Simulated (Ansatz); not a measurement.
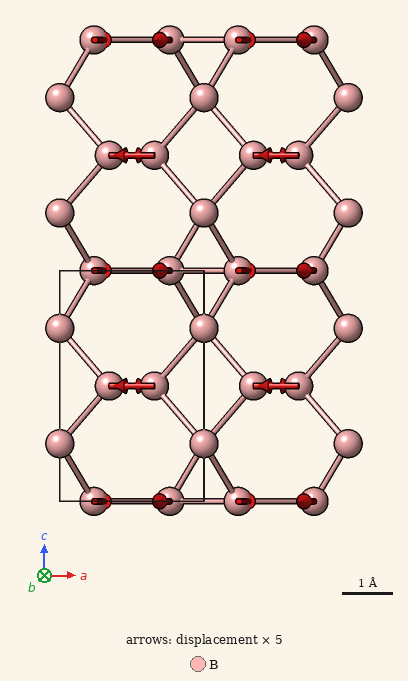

This is a relaxation of solid B (a generated structure, set up in P4_2/m) (coarse preliminary run). The starting structure is drawn; red arrows show the displacements (the part carried along by the change of the cell is left out), magnified 5 times.

Style: ball-and-stick. Shown: the cell of the calculation, repeated 2 × 1 × 2 with one cell outlined, along the b axis.

Theory: DFT PBE, scalar-relativistic, plane waves, PAW in Ansatz 0.2.0. Settings: plane-wave cutoff 420 eV; k-point mesh 6 × 6 × 4; occupations gaussian; smearing width 0.1 eV; no spin polarisation; cell and atoms relaxed; force threshold 0.04 eV/Å; at most 70 steps.

Q: What happened in the run?

A: Over 8 accepted moves (11 points after the start) the energy falls by 509 meV per atom. Largest force component: 3.6 eV/Å at the start, 0.0042 eV/Å at the end. Pressure: 53.77 GPa at the start and 0.03 GPa at the end. The line search rejected the trial step at point 5 of the run. At 2 points the geometry stayed and the basis and grid were re-selected for the new cell (energy shift of 8.6 meV per atom at most each time). The largest moves relative to the cell, 0.18 Å, are those of B atoms. The volume changes by +6.5 %, with a = b 2.886 → 3.252 Å (+12.7 %), c 4.619 → 3.875 Å (−16.1 %). Among the contacts that change: B–B 2.309 → 1.937 Å, B–B 2.626 → 2.293 Å, B–B 1.639 → 1.794 Å, B–B 1.668 → 1.810 Å. Among the angles between lasting bonds that change: B–B–B 87.6° → 64.7°, B–B–B 92.4° → 115.3°, B–B–B 115.7° → 134.4°. The space group stays P4_2/m (No. 84). Cost: 45 s on 1 thread of Intel(R) Xeon(R) Processor @ 2.50GHz (Skylake/Cascade Lake) (shared host), peak memory 0.33 GiB.
